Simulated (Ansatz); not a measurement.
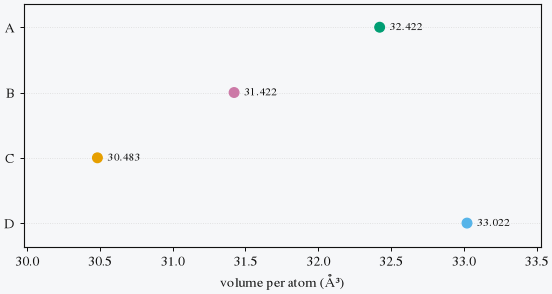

The figure shows the volume per atom by functional for PbS. The labels are replaced by letters. In alphabetical order the cases are: LDA; PBE; PBEsol; r2SCAN.

Method: relaxed lattice of one prototype by several density functionals, zero stress, symmetry kept, spin-unpolarised plane waves (Ansatz 0.2.0). All runs: no spin-orbit coupling.

- prototype: h-MgO (five-fold)
- atoms in cell: 4
- periodic directions: 3

Which letter stands for which functional?

A: r2SCAN (32.4 Å³); B: PBEsol (31.4 Å³); C: LDA (30.5 Å³); D: PBE (33.0 Å³).
